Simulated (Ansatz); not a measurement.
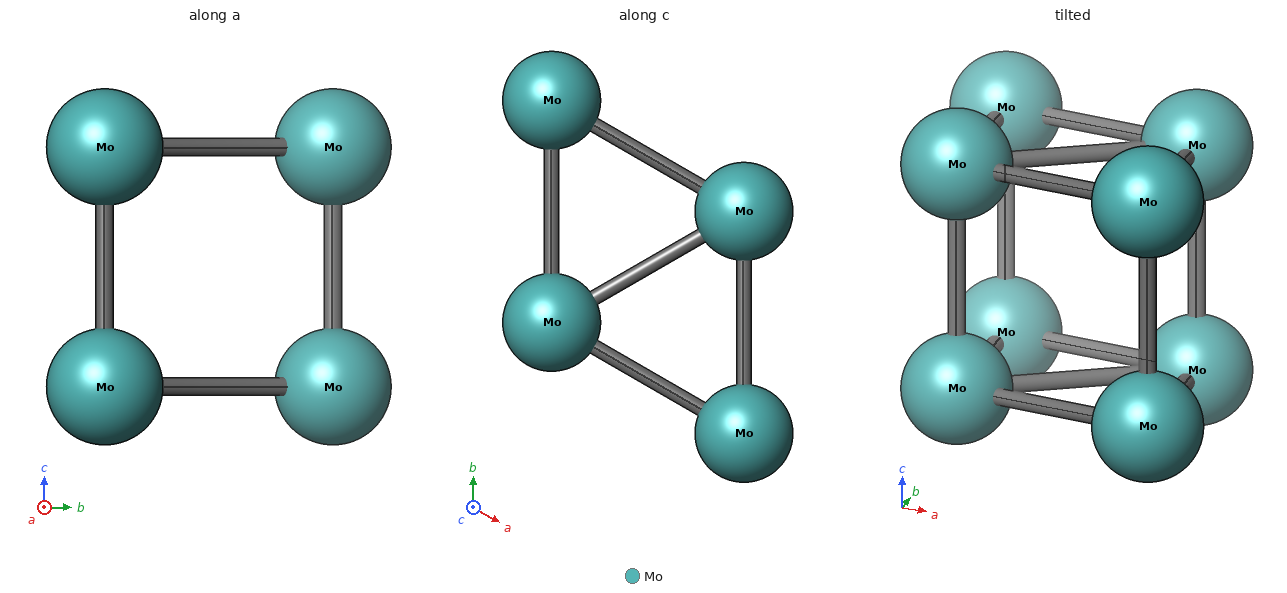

View along the a axis, along the c axis and slightly off an axis, drawn as a ball-and-stick model. The conventional unit cell is outlined; an atom on or near a face, edge or corner is repeated at each equivalent position.

Cell dimensions are a = 2.774 Å, b = 2.774 Å, c = 2.522 Å, α = 90.00°, β = 90.00°, γ = 120.00°.

How many atoms are there in one cell?

1 (molybdenum), counting shared atoms by their share.

Space group?

P6/mmm (No. 191), with Mo on 1a.

Which textbook structure type do you recognise?

Simple hexagonal.

Starting structure: a textbook structure type filled with this element (whether it is the usual form wasn't checked). The picture shows the end point of a geometry optimisation with DFT PBE, scalar-relativistic, plane waves, PAW (Ansatz).
